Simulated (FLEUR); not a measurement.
# A series of single points on BN

System: BN (P6₃mc, 4 atoms in the cell).
Method: Kohn-Sham DFT of a periodic cell, PBE, all-electron, no spin polarisation (FLEUR MaX-R8.1 (later development tree)).

The 7 runs differ only in the geometry, by an even scaling of the cell at fixed fractional positions. The structure derives from a Materials Project entry.

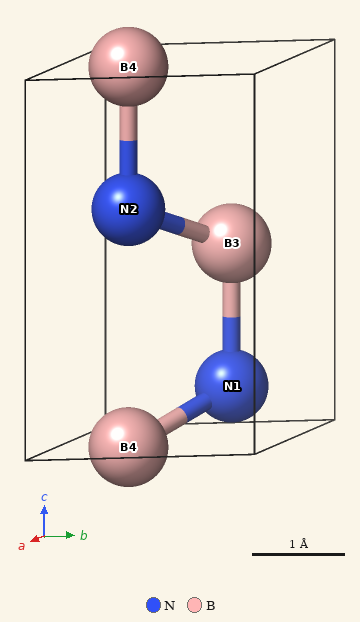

Figure 1. The structure of run 4 (ball-and-stick view of the cell of the calculation, seen slightly off an axis; atoms are numbered from 1 in the order of the input).

### Input of run 4
```
<?xml version="1.0" encoding="UTF-8" standalone="no"?>
<fleurInput fleurInputVersion="0.39">
   <comment>
      BN                                                                                                  
   </comment>
   <calculationSetup>
      <cutoffs Kmax="5.41" Gmax="16.8" GmaxXC="16.8" numbands="0"/>
      <scfLoop itmax="60" minDistance="0.00001" maxIterBroyd="15" imix="Anderson" alpha="0.05" precondParam="0.0" spinf="2.0" sdNocoIR="T"/>
      <coreElectrons ctail="T" frcor="F" kcrel="0" coretail_lmax="0"/>
      <xcFunctional name="pbe" relativisticCorrections="F"/>
      <magnetism jspins="1"/>
      <soc l_soc="F" theta="0.0" phi="0.0" spav="F"/>
      <expertModes spex="0" secvar="F"/>
      <geometryOptimization l_f="T" forcealpha="1.0" forcemix="BFGS" epsdisp="0.0005" epsforce="0.0002"/>
      <ldaU l_linMix="F" mixParam="0.05" spinf="1.0"/>
   </calculationSetup>
   <cell>
      <bzIntegration valenceElectrons="16.0" mode="hist" fermiSmearingEnergy="0.00183747">
         <kPointListSelection listName="default-1"/>
         <!-- k-points included here -->
         <xi:include xmlns:xi="http://www.w3.org/2001/XInclude" href="kpts.xml"> </xi:include>
      </bzIntegration>
      <!-- symmetry operations included here -->
      <xi:include xmlns:xi="http://www.w3.org/2001/XInclude" href="sym.xml"> </xi:include>
      <bulkLattice scale="1.0">
         <bravaisMatrix>
            <row-1>    4.8262463859830076     0.0000000000000000     0.0000000000000000</row-1>
            <row-2>   -2.4131231930859904     4.1796519751778654     0.0000000000000000</row-2>
            <row-3>    0.0000000000000000     0.0000000000000000     7.9875983183961319</row-3>
         </bravaisMatrix>
      </bulkLattice>
   </cell>
   <atomSpecies>
      <species name="Nitrogen (N)" element="N" atomicNumber="7">
         <mtSphere radius="1.33" gridPoints="453" logIncrement="0.023"/>
         <atomicCutoffs lmax="8" lnonsphr="6"/>
         <electronConfig flipSpins="F">
            <coreConfig>(1s1/2)</coreConfig>
            <valenceConfig>(2s1/2) (2p1/2) (2p3/2)</valenceConfig>
            <stateOccupation state="(2p1/2)" spinUp="0.500000" spinDown="0.500000"/>
            <stateOccupation state="(2p3/2)" spinUp="1.000000" spinDown="1.000000"/>
         </electronConfig>
         <energyParameters s="2" p="2" d="3" f="4"/>
         <lo type="SCLO" l="0" n="2" eDeriv="2"/>
         <lo type="SCLO" l="1" n="2" eDeriv="2"/>
         <lo type="SCLO" l="2" n="3" eDeriv="2"/>
      </species>
      <species name="Boron (B)" element="B" atomicNumber="5">
         <mtSphere radius="1.33" gridPoints="453" logIncrement="0.022"/>
         <atomicCutoffs lmax="8" lnonsphr="6"/>
         <electronConfig flipSpins="F">
            <coreConfig>(1s1/2)</coreConfig>
            <valenceConfig>(2s1/2) (2p1/2) (2p3/2)</valenceConfig>
            <stateOccupation state="(2p1/2)" spinUp="0.166667" spinDown="0.166667"/>
            <stateOccupation state="(2p3/2)" spinUp="0.333333" spinDown="0.333333"/>
         </electronConfig>
         <energyParameters s="2" p="2" d="3" f="4"/>
         <lo type="SCLO" l="0" n="2" eDeriv="2"/>
         <lo type="SCLO" l="1" n="2" eDeriv="2"/>
         <lo type="SCLO" l="2" n="3" eDeriv="2"/>
      </species>
   </atomSpecies>
   <atomGroups>
      <atomGroup species="Nitrogen (N)">
         <relPos label="                   1">1.000/3.000 -1.000/3.000 .1252760000</relPos>
         <relPos label="                   2">-1.000/3.000 1.000/3.000 -.3747240000</relPos>
         <force calculate="T" relaxXYZ="TTT"/>
      </atomGroup>
      <atomGroup species="Boron (B)">
         <relPos label="                   3">1.000/3.000 -1.000/3.000 .4997240000</relPos>
         <relPos label="                   4">-1.000/3.000 1.000/3.000 -.0002760000</relPos>
         <force calculate="T" relaxXYZ="TTT"/>
      </atomGroup>
   </atomGroups>
   <output dos="F" band="F" slice="F">
      <checks vchk="F" cdinf="F"/>
      <bandDOS minEnergy="-.5*Htr" maxEnergy="0.5*Htr" sigma="0.015" storeEVData="T"/>
      <vacuumDOS vacdos="F" integ="F" star="F" nstars="0" locx1="0.0" locy1="0.0" locx2="0.0" locy2="0.0" nstm="0" tworkf="0.0"/>
      <unfoldingBand unfoldBand="F" supercellX="1" supercellY="1" supercellZ="1"/>
      <plotting iplot="0" polar="F">
         <plot TwoD="T" vec1="  1.0  0.0  0.0" vec2="  0.0  1.0  0.0" vec3="  0.0  0.0  1.0" zero="  0.0  0.0  0.0" file="plot"/>
      </plotting>
      <chargeDensitySlicing numkpt="0" minEigenval="0.0" maxEigenval="0.0" nnne="0" pallst="F"/>
      <specialOutput eonly="F"/>
      <moessbauerParams electricFieldGradient="T" isomerShift="T" coreHyperfine="T" valenceHyperfine="T"/>
      <magneticCircularDichroism mcd="F" energyLo="-10.0" energyUp="0.0"/>
   </output>
  <!-- We include the file relax.xml here to enable relaxations (see documentation) -->
  <xi:include xmlns:xi="http://www.w3.org/2001/XInclude" href="relax.xml"> <xi:fallback/> </xi:include>
</fleurInput>
```

Command:
```bash
inpgen -f crystal.txt -profile fastHighL; fleur_MPI
```

Lattice vectors (Å) and fractional positions of run 4:
```
   2.553940    0.000000    0.000000
  -1.276970    2.211777    0.000000
   0.000000    0.000000    4.226855
N   0.333333  0.666667  0.125276
N   0.666667  0.333333  0.625276
B   0.333333  0.666667  0.499724
B   0.666667  0.333333  0.999724
```

Run 5 has the same physical settings and fractional positions; its lattice vectors (Å) are:
```
   2.570854    0.000000    0.000000
  -1.285427    2.226425    0.000000
   0.000000    0.000000    4.254848
```

### Results, with one run withheld

```tsv
run	volume per atom (Å³)	free energy per atom, from the lowest run given (meV)	gap on the mesh (eV)
1	5.611	27.60	5.10
2	5.730	11.90	5.14
3	5.850	2.92	5.17
4	5.969	0.00	5.20
5	6.088	?	?
6	6.208	10.34	5.25
7	6.327	22.64	5.28
```

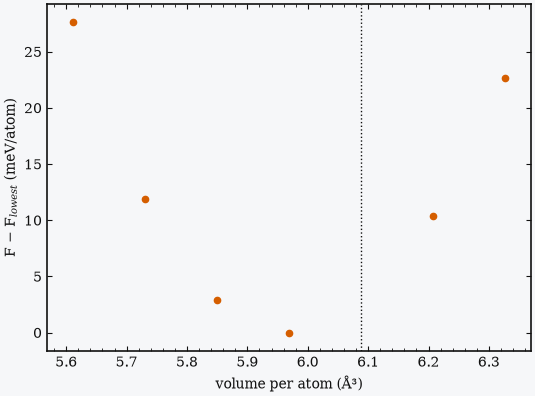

Figure 2. Free energy per atom of the runs given; the dotted line marks run 5.

Fit the runs given and predict run 5.

A cubic polynomial in V^(−2/3) (the Birch–Murnaghan form), fitted to the 6 runs given, misses them by at most 0.04 meV per atom. With x = V^(−2/3) − 0.30488 Å⁻², it reads F = 0.17071 + 342.47 x + 1.6859e+05 x² − 96545 x³ (meV per atom). At run 5 it gives 2.62 meV per atom, and the run itself gives 2.65. The fit has its minimum at 5.970 Å³ per atom, where V d²F/dV² gives 372 GPa. Cell shape and fractional positions are held, so this is the stiffness under even scaling; the relaxed bulk modulus wasn't computed. The gap on the mesh goes, without turning, from 5.10 eV in run 1 to 5.28 eV in run 7; run 5 has 5.23 eV. These are gaps of this functional on this mesh, which can miss the band edges; they aren't the measured gap.

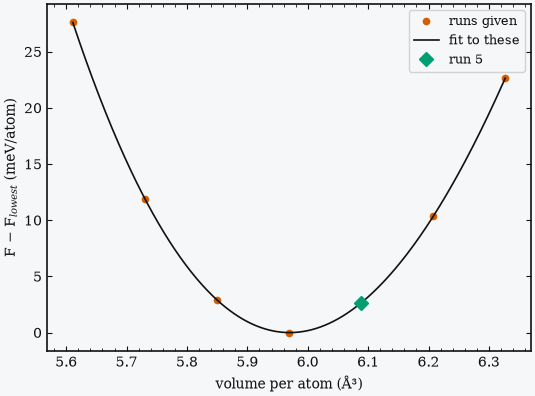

Figure 3. The fit and the withheld run.

### End of the output (run 5)
```
[...]

 Iteration:     8   Distance:       0.04537287 me/bohr^3
Nuclear radius smaller than smallest radial mesh point for atom type 2 -- skipping its core isomer shift
Nuclear radius smaller than smallest radial mesh point for atom type 2 -- skipping its isomer shift

 Iteration:     9   Distance:       0.02621637 me/bohr^3
Nuclear radius smaller than smallest radial mesh point for atom type 2 -- skipping its core isomer shift
Nuclear radius smaller than smallest radial mesh point for atom type 2 -- skipping its isomer shift

 Iteration:    10   Distance:       0.00550761 me/bohr^3
Nuclear radius smaller than smallest radial mesh point for atom type 2 -- skipping its core isomer shift
Nuclear radius smaller than smallest radial mesh point for atom type 2 -- skipping its isomer shift

 Iteration:    11   Distance:       0.00511942 me/bohr^3
Nuclear radius smaller than smallest radial mesh point for atom type 2 -- skipping its core isomer shift
Nuclear radius smaller than smallest radial mesh point for atom type 2 -- skipping its isomer shift

 Iteration:    12   Distance:       0.00031860 me/bohr^3
Nuclear radius smaller than smallest radial mesh point for atom type 2 -- skipping its core isomer shift
Nuclear radius smaller than smallest radial mesh point for atom type 2 -- skipping its isomer shift

 Iteration:    13   Distance:       0.00002540 me/bohr^3
Nuclear radius smaller than smallest radial mesh point for atom type 2 -- skipping its core isomer shift
Nuclear radius smaller than smallest radial mesh point for atom type 2 -- skipping its isomer shift

 Iteration:    14   Distance:       0.00001310 me/bohr^3
Nuclear radius smaller than smallest radial mesh point for atom type 2 -- skipping its core isomer shift
Nuclear radius smaller than smallest radial mesh point for atom type 2 -- skipping its isomer shift

 Iteration:    15   Distance:       0.00000159 me/bohr^3

 ********************************************************************
 Run finished successfully
 Stop message:
   all done
 ********************************************************************
```
